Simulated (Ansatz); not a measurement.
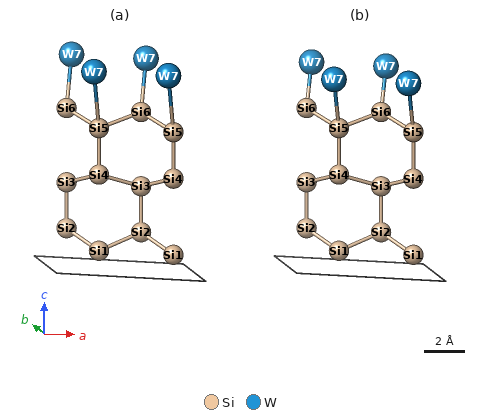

The structure of a slab of composition Si$_{6}$W (cut from the P6_3/mmc phase) before (left) and after (right) a constrained relaxation, at one scale.

Style: ball-and-stick. Shown: the 2 × 1 repeat of the cell, outlined in the plane, without the vacuum, slightly off an axis.

Case: W over the place (1/6, 2/6) of the surface cell, its height relaxed. The slab is the (0 0 1) face of Si with W on it. 6 atoms are held fixed.

All numbers below come from DFT PBEsol, scalar-relativistic, plane waves, PAW (Ansatz 0.2.0).

Input file:
```yaml
crystal:
  lattice:
    - [3.8248883545, 0.0, 0.0]
    - [-1.9124441773, 3.3124504817, 0.0]
    - [0.0, 0.0, 26.1211317213]
  atoms:
    - { symbol: Si, position: [0.6666666667, 0.3333333333, 0.325407034] }
    - { symbol: Si, position: [0.3333333333, 0.6666666667, 0.3559122531] }
    - { symbol: Si, position: [0.3333333333, 0.6666666667, 0.44646421] }
    - { symbol: Si, position: [0.6666666667, 0.3333333333, 0.4756407863] }
    - { symbol: Si, position: [0.6666666667, 0.3333333333, 0.5672640819] }
    - { symbol: Si, position: [0.3333333333, 0.6666666667, 0.592936641] }
    - { symbol: W, position: [0.5, 1.0, 0.6886445922], spin: 4.0 }
basis:
  ecutwfc: 420
kpoints:
  mp_grid: { grid: [9, 9, 1] }
hamiltonian:
  xc: pbesol
scf:
  occupations: { method: gaussian, width: 0.05 }
output:
  forces: true
  eigenvalues: true
  populations: true
  write_density: true
  write_potential: true
  elf: true
  volumetric_format: npy
magnetization:
  spin_polarized: true
relax:
  adjacent_minimum: "off"
  f_tol: 0.02
  max_steps: 25
  constraints: [{ sites: [0, 1, 2, 3, 4, 5] }, { site: 6, fix: xy }]
efield:
  axis: 3
  dipole_correction: true
  ramp_width: 0.04
```

Run as
```bash
ansatz run input.yaml --threads 1 --pin off --max-ram 2560MiB --backend cpu --events-out ev --progress --plain --runs-dir out
```

What changed between the two?

Answer. The atom that moves furthest is W7 (0.40 Å along the normal (−c)). Si stays in place. The lattice vectors keep their values. Among the contacts that change: Si5–W7 3.357 → 2.984 Å, Si6–W7 2.733 → 2.374 Å. Among the angles between lasting bonds that change: Si5–Si6–W7 83.1° → 79.2°, Si4–Si5–W7 160.8° → 158.3°. Over 3 accepted moves (4 points after the start) the energy falls by 0.378 eV per cell of the calculation. The largest force component goes from 1.6 to 0.0056 eV/Å. 1 step only repeated the SCF at the same geometry.

Limits of the set-up: the periodic images lie only 3.8 Å apart, so the values are limited by the cell's size.
